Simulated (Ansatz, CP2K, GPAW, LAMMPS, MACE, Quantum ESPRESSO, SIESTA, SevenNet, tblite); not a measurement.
**Codes compared on 47In2O3-53ZnO (mol %) with crystalline order left by the classical run (65 atoms)**

Aim: run 47In2O3-53ZnO (mol %) with crystalline order left by the classical run (65 atoms) in several programs and set results and cost side by side. A plane-wave run serves as the reference.

Main program and level: Quantum ESPRESSO 7.5; Kohn-Sham DFT, PBE, SSSP efficiency 1.3.0 pseudopotentials, plane waves.

## Step 1: The structure

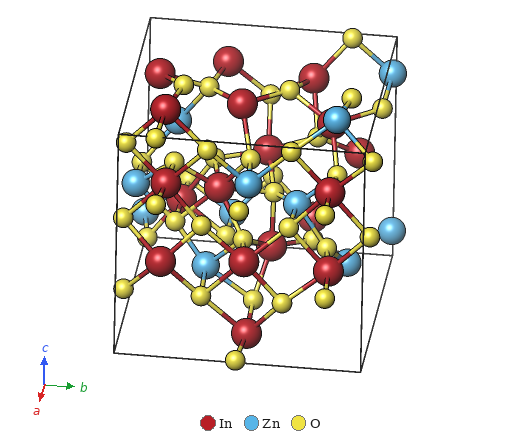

The starting structure, seen slightly off an axis (indium red, zinc blue, oxygen yellow). Bonds to atoms that aren't drawn are left out. Some periodic images of atoms are drawn too.

The cell holds 65 atoms: 18 In, 10 Zn and 37 O. Cell: a = 9.441 Å, b = 9.441 Å, c = 9.441 Å, α = 90.0°, β = 90.0°, γ = 90.0°. 65 atoms (18 Sc, 10 Zn, 37 O) placed at random at 4.13 g/cm³, melted at 5000 K for 10 ps at fixed volume with the Morse and Coulomb pair potential with partial charges (Pedone, Malavasi, Menziani, Cormack and Segre, J. Phys. Chem. B 110, 11780 (2006)). Quenched from 5000 K to 300 K at 1000 K/ps and fixed volume, held 10 ps at zero pressure, then minimised at fixed cell. Then Sc was replaced by In and the cell scaled by 1.027 (the potential has no terms for the new elements, so the cell is a start for a DFT relaxation).

## Step 2: Plane-wave reference

File pw.in:

```
&control
  calculation = 'scf'
  pseudo_dir = './pseudo'
  outdir = './tmp'
  disk_io = 'none'
  tprnfor = .true.
  tstress = .true.
/
&system
  ibrav = 0
  nat = 65
  ntyp = 3
  ecutwfc = 60
  ecutrho = 480
  nosym = .true.
  occupations = 'smearing'
  smearing = 'fd'
  degauss = 0.003675
/
&electrons
  conv_thr = 3.3e-07
  electron_maxstep = 100
  mixing_beta = 0.4
  mixing_mode = 'plain'
  diagonalization = 'david'
/
ATOMIC_SPECIES
In 114.818 In.upf
Zn 65.380 Zn.upf
O 15.999 O.upf
CELL_PARAMETERS angstrom
9.44060 0.00000 0.00000
0.00000 9.44060 0.00000
0.00000 0.00000 9.44060
ATOMIC_POSITIONS crystal
In 0.05954 0.67402 0.81369
In 0.25461 0.17209 0.32093
In 0.35469 0.78784 0.77280
In 0.73598 0.82878 0.66562
In 0.75670 0.16663 0.66219
In 0.35158 0.08602 0.93965
In 0.02646 0.67757 0.16158
In 0.02331 0.32224 0.84042
In 0.78980 0.49285 0.34886
In 0.75024 0.15892 0.99482
In 0.75068 0.83140 0.31490
In 0.09172 0.86953 0.50616
[... 49 atom lines left out ...]
O 0.99858 0.49304 0.69103
O 0.53032 0.50295 0.03833
O 0.77782 0.31653 0.49234
O 0.74489 0.66651 0.49619
K_POINTS gamma
```

The run is started by

```console
$ OMP_NUM_THREADS=1 mpirun -np 4 pw.x -in pw.in > output.txt
```

Numbers of over 12 decimals in the logs are rounded to 6 here.

What it wrote:

```text
Program PWSCF
     gamma-point specific algorithms are used
     one sub-group per band group will be used
     scalapack distributed-memory algorithm (size of sub-group:  2*  2 procs)
     Parallelization info
     sticks:   dense  smooth     PW     G-vecs:    dense   smooth      PW
     Min        3040    1517    378               252069    89138   11098
     Max        3042    1520    379               252072    89144   11101
     Sum       12165    6073   1513              1008281   356559   44395
     bravais-lattice index     =            0
     lattice parameter (alat)  =      17.8401  a.u.
     unit-cell volume          =    5678.0000 (a.u.)^3
     number of atoms/cell      =           65
     number of atomic types    =            3
     number of electrons       =       656.00
[... lines left out ...]
     scf convergence threshold =      3.3E-07
[... lines left out ...]
     number of k points=     1  Fermi-Dirac smearing, width (Ry)=  0.0037
[... lines left out ...]
     total energy              =   -8759.60896528 Ry
[... lines left out ...]
     total energy              =   -8764.59989603 Ry
[... lines left out ...]
     total energy              =   -8765.11615612 Ry
[... lines left out ...]
     total energy              =   -8765.25919251 Ry
[... lines left out ...]
     total energy              =   -8765.25919363 Ry
[... lines left out ...]
   -69.4124 -69.3801 -69.3508 -69.2414 -69.2319 -69.2162 -69.2020 -69.1793
   -69.1731 -69.1692 -69.1519 -69.1149 -69.1088 -69.0856 -69.0800 -69.0627
   -69.0463 -69.0455 -68.9596 -68.9173 -68.9059 -68.8880 -68.8501 -68.8410
[...]
17.1182  17.1969  17.2575  17.3604  17.4637  17.5490  17.6717  17.7157
    17.7871  17.8625  17.9429  17.9862  18.0545  18.1495  18.2175  18.2804
    18.3040  18.3336
     the Fermi energy is     8.7744 ev
!    total energy              =   -8765.25919365 Ry
     estimated scf accuracy    <       0.00000018 Ry
     smearing contrib. (-TS)   =      -0.00535156 Ry
     internal energy E=F+TS    =   -8765.25384210 Ry
     The total energy is F=E-TS. E is the sum of the following terms:
     one-electron contribution =   -5466.34392501 Ry
     hartree contribution      =    3190.53987836 Ry
     xc contribution           =   -1558.18818426 Ry
     ewald contribution        =   -4579.04903881 Ry
     one-center paw contrib.   =    -352.21257237 Ry
     convergence has been achieved in  18 iterations
     Forces acting on atoms (cartesian axes, Ry/au):
     atom    1 type  1   force =    -0.01842964   -0.01372406    0.01706503
     atom    2 type  1   force =     0.00686330    0.01029117   -0.00594246
     atom    3 type  1   force =     0.01908322   -0.01419974    0.01015074
[...]
atom   64 type  3   force =     0.00086714    0.00920154    0.00152062
     atom   65 type  3   force =    -0.01803770   -0.00585083    0.01408191
     Total force =     0.152393     Total SCF correction =     0.002187
     Computing stress (Cartesian axis) and pressure
          total   stress  (Ry/bohr**3)                   (kbar)     P=       15.38
  -0.00006022  -0.00003068  -0.00004822           -8.86       -4.51       -7.09
  -0.00003068   0.00021299   0.00002355           -4.51       31.33        3.46
  -0.00004822   0.00002355   0.00016093           -7.09        3.46       23.67
     Message from routine punch:
     Nothing written, as per user request (disk_io='none')
```

It took 2.8 min on 4 MPI ranks of Arm Neoverse V2, shared host; peak memory 2.6 GiB.

Banners, paths, timers and routine set-up lines are dropped from the logs unmarked, and long logs keep their key lines alone; longer cuts are marked.

Numbers from this run:

```
r.m.s. force component : 0.2806 eV/Å
longest force          : 1.044 eV/Å
pressure               : 1.538 GPa
```

## Step 3: Local order

g(r), total and by pair (bins of 0.2 Å):

```csv
r (Å),total,O-O,O-In,O-Zn,In-In,In-Zn,Zn-Zn
1.90,0.08,0.00,0.00,0.46,0.00,0.00,0.00
2.10,3.65,0.00,7.46,7.42,0.00,0.00,0.00
2.30,1.14,0.00,2.94,1.19,0.00,0.00,0.00
2.50,0.20,0.08,0.08,0.86,0.00,0.00,0.00
2.70,0.20,0.34,0.14,0.12,0.00,0.26,0.00
2.90,0.94,2.02,0.12,0.45,0.00,1.51,1.56
3.10,1.80,3.98,0.10,0.19,1.47,4.02,0.00
3.30,1.50,2.75,0.22,0.16,2.84,2.68,2.49
3.50,0.90,0.92,0.53,0.64,1.69,1.83,1.65
3.70,0.95,0.43,0.84,1.37,1.96,1.64,0.98
3.90,1.07,0.32,1.82,1.25,1.23,0.88,0.00
4.10,0.84,0.49,1.10,1.34,0.61,0.34,0.79
4.30,0.73,0.86,0.73,0.29,0.79,1.01,0.72
4.50,0.63,0.53,0.52,1.02,0.92,0.37,0.68
```

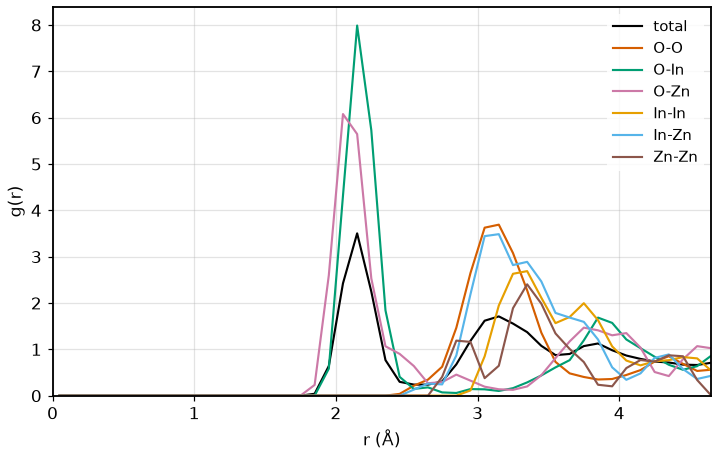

Pair distribution functions, lightly smoothed.

Bonds by pair of elements; cutoffs follow the first minimum of g(r), held within bounds set by covalent radii, and pairs that aren't listed don't count as bonded (cutoffs were set anew for this text, so counts can differ from the run's own analysis):

```csv
pair A-B,cutoff (Å),bonds,mean length (Å),spread (Å),shortest (Å),B about A,A about B
O-In,2.52,98,2.18,0.068,2.06,2.65,5.44
O-Zn,2.5,48,2.15,0.125,1.98,1.30,4.8
```

The cutoff for O-Zn falls short of the minimum of g(r), so counts run low and odd coordinations can be artefacts.

How many atoms have how many bonded neighbours:

```csv
element,mean,3,4,5,6
In,5.44,0,2,6,10
O,3.95,7,25,5,0
Zn,4.8,0,4,4,2
```

Rings of the network by King's shortest-path rule, up to 12 atoms, one path for each pair of neighbours; H, halogens, alkali and alkaline-earth atoms are left out, and the last column divides by all other atoms, bonded or not:

```csv
ring size (atoms),rings,per network atom
4,58,0.892
6,142,2.19
8,34,0.523
```

## Step 4: The ladder

The programs:
- CP2K 2026.2: Gaussian basis with GTH pseudopotentials and a plane-wave density; labels give functional, basis (MOLOPT sets; SR short-range, UZH the newer set with its own potentials), grid cutoff/relative cutoff and solver (OT: orbital transformation; TRS4, TC2, SIGN: linear-scaling purification with its sparsity filter), or its built-in tight binding.
- GPAW 26.7.0: PAW with atomic orbitals (LCAO), plane waves or a real-space grid of spacing h.
- MACE: machine-learned potential, published weights.
- SIESTA 5.4.2: numerical atomic orbitals, whose automatically made sets are far from complete, with PseudoDojo norm-conserving potentials that we converted to its format (checked against plane waves on the same files for H, C, O, Si, Ge and Ca alone); labels give functional, basis size, energy shift and mesh cutoff.
- SevenNet: machine-learned potential, published weights.
- tblite 0.8.0: extended tight binding, driven from Python.

All use the same cell and atoms; the electronic-structure runs use the same k-mesh, and an electronic temperature of 580 K (0.05 eV) where levels are smeared.

Differences are against the plane-wave reference, forces as r.m.s. over components; share is that over the reference's r.m.s. force, slope the least-squares factor from reference forces to these. Total energies of different programs have different zeros and aren't compared.

```csv
run,"Δ force, r.m.s. (meV/Å)",share (%),slope,Δ pressure (GPa),cores,CPU time,memory (GiB)
reference,-,-,-,-,4,11 min,2.6
"CP2K PBE, DZVP-MOLOPT-SR, 280/50 Ry, diagonalisation (coarse)",916,327,0.954,3.01,2,6.3 min,1.4
"CP2K PBE, DZVP-MOLOPT-SR, 800/50 Ry, diagonalisation",42.9,15.3,1.075,2.15,4,7.8 min,5.7
"CP2K PBE, SZV-MOLOPT-SR, 800/50 Ry, diagonalisation (coarse)",245,87.4,1.430,11.3,2,4.9 min,3.0
"GPAW PBE, LCAO dzp, h 0.18 Å",67.7,24.1,1.042,-,1,4.5 min,1.5
"GPAW PBE, LCAO dzp, h 0.18 Å, other mixer settings",67.5,24.1,1.044,-,1,5.2 min,1.5
"GPAW PBE, LCAO sz(dzp), h 0.18 Å (coarse)",184,65.5,1.025,-,1,1.8 min,1.2
MACE MP-0b2 small potential,69.0,24.6,0.886,0.929,1,5.5 s,0.67
MACE MP-0b3 medium potential,55.3,19.7,0.982,0.404,1,6.4 s,0.96
"SIESTA PBE, DZP, shift 0.002 Ry, mesh 500 Ry",95.3,34.0,1.123,2.81,4,17 min,3.3
"SIESTA PBE, DZP, shift 0.01 Ry, mesh 500 Ry",87.5,31.2,1.123,-0.383,2,6.8 min,1.9
"SIESTA PBE, SZ, shift 0.01 Ry, mesh 500 Ry (coarse)",337,120,1.538,-0.184,1,1.9 min,0.82
"SIESTA PBE, SZ, shift 0.02 Ry, mesh 500 Ry (coarse)",336,120,1.468,-11.0,1,1.7 min,0.7
"SIESTA PBE, SZP, shift 0.01 Ry, mesh 500 Ry (coarse)",118,42.0,1.245,0.635,2,5.5 min,1.7
SevenNet l3i5 potential,49.1,17.5,0.951,0.332,1,7.8 s,1.3
tblite IPEA1-xTB,191,68.1,0.725,-9.86,1,4.3 s,0.11
```

Rows marked coarse were listed beforehand as settings not expected to be converged; some can still land near the reference.

Times of the machine-learned potentials are mostly Python's start and the loading of weights.

CPU time is summed over cores on a shared host, where runs went side by side, so it is rough. Symmetry, cutoffs, thresholds, outputs and thread counts weren't matched or tuned between programs; memory under MPI is the largest rank's times the ranks.

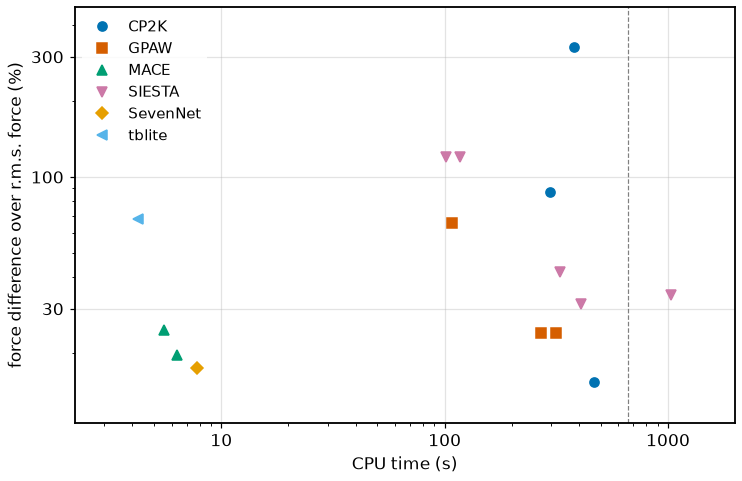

Force difference against CPU time; the dashed line marks the reference's time.

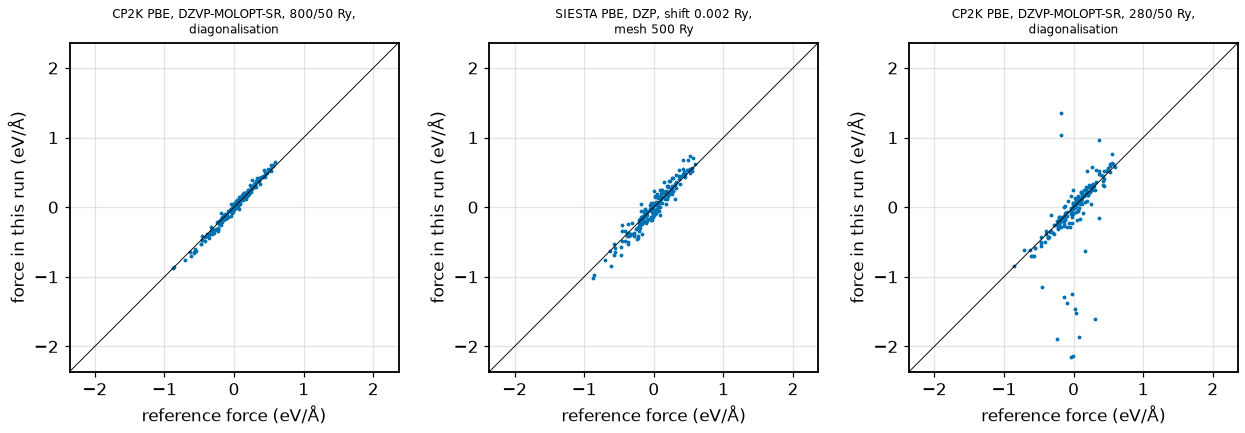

Force components against those of the reference; the line marks equality. Points beyond the frame are left out.

Left out of this page: tblite GFN1-xTB (killed or ended with an error).

Runs without a result: CP2K GFN1-xTB, diagonalisation (not converged, the SCF not settling).

Mean charges by element (e), by run and scheme:

```csv
run,scheme,In,Zn,O
"CP2K PBE, DZVP-MOLOPT-SR, 800/50 Ry, diagonalisation",Mulliken,+0.95,+0.57,-0.61
"SIESTA PBE, DZP, shift 0.002 Ry, mesh 500 Ry",Hirshfeld,+0.41,+0.75,-0.40
"SIESTA PBE, DZP, shift 0.01 Ry, mesh 500 Ry",Hirshfeld,+0.36,+0.77,-0.39
tblite IPEA1-xTB,Mulliken,+0.48,+0.50,-0.37
```

Within one program, basis, potentials and functional, energies share a zero. Each run against its twin at the usual cutoff or grid and solver:

```csv
run,twin,Δ energy (meV/atom),"Δ force, r.m.s. (meV/Å)",CPU time over the twin's
"CP2K PBE, DZVP-MOLOPT-SR, 280/50 Ry, diagonalisation","DZVP-MOLOPT-SR, 800/50 Ry, diagonalisation",-24.4,914,0.81 (this twin ran on 4 cores)
"GPAW PBE, LCAO dzp, h 0.18 Å, other mixer settings","LCAO dzp, h 0.18 Å",0,2.44,1.2
```

## Step 5: Results

* reference r.m.s. force component: 0.281 eV/Å
* nearest in forces: CP2K PBE, DZVP-MOLOPT-SR, 800/50 Ry, diagonalisation, 15 %
* farthest in forces: CP2K PBE, DZVP-MOLOPT-SR, 280/50 Ry, diagonalisation (coarse), 327 %
* cheapest electronic-structure run beside the reference: tblite IPEA1-xTB, 4.3 s of CPU time

The PBE runs in local orbitals, coarse settings apart, differ by 15 % (CP2K PBE, DZVP-MOLOPT-SR, 800/50 Ry, diagonalisation) to 34 % (SIESTA PBE, DZP, shift 0.002 Ry, mesh 500 Ry); basis, grid and potentials can all enter. Tight binding differs by 68 % (tblite IPEA1-xTB); it is another model, with fitted parameters of its own, and the xTB methods hold dispersion. Machine-learned potentials differ by 17 % (SevenNet l3i5 potential) to 25 % (MACE MP-0b2 small potential); they were trained on other programs' data. IPEA1-xTB was fitted to ionisation energies and electron affinities, not to forces or charges. Runs with settings chosen to be coarse differ by 42 % (SIESTA PBE, SZP, shift 0.01 Ry, mesh 500 Ry) to 327 % (CP2K PBE, DZVP-MOLOPT-SR, 280/50 Ry, diagonalisation), their programs' other errors included. Of the electronic-structure runs that take under half the reference's CPU time, GPAW PBE, LCAO dzp, h 0.18 Å, other mixer settings is among the nearest, at 24 % in 5.2 min against 11 min. SIESTA PBE, SZP, shift 0.01 Ry, mesh 500 Ry stiffens the forces by a factor of 1.25 while following their directions (correlation 0.964). In pressure, CP2K PBE, SZV-MOLOPT-SR, 800/50 Ry, diagonalisation misses by +11.3 GPa, at the same functional. Charges hang on model, scheme and program or settings: among these rows the mean for In runs from +0.36 to +0.95 e. In the reference: first main peaks of g(r), for some of the pairs, lie near 3.1 Å (O-O), 2.2 Å (O-In), 2.1 Å (O-Zn), 3.3 Å (In-In) and 3.2 Å (In-Zn). Periodic xTB results under one method name differ between programs and library versions. The potentials hold different valence shells: 656 electrons in the reference, 576 in CP2K with SZV-MOLOPT-SR and 576 in GPAW; this bears on time and differences. The reference's pressure holds the uncorrected Pulay stress of its 60 Ry basis, so small pressure differences, and their order, may be the reference's own error. Machine-learned potentials mimic data converged in k, so the reference's own k-point error enters their differences. The quench rate of 1000 K/ps is many orders above laboratory rates, so the cell is likely richer in defects and strain than a real sample. The network of bonds at the start is that of the classical potential that made the cell, and needn't be the one that DFT or experiment would give. The reference's stress is far from hydrostatic: its diagonal is -0.9, 3.1, 2.4 GPa, compression counted positive. The reference's pressure of 1.5 GPa belongs to a cell and atoms that aren't relaxed at this level. The electronic-structure runs sample only Γ, in a cell whose shortest periodic width is 9 Å.

[Also dropped from logs without a mark: logging warnings of Python, and SIESTA's first energy breakdown and zero terms.]

[Logs are printed without paths, hosts, clocks, repeated set-up lines and the standing remarks that a program may print on its own settings, such as how far it seeks lower states.]

[Hosts, paths, dates, database ids (printed as entryN), source tags and the programs' standing remarks are cut or masked in the printed files.]
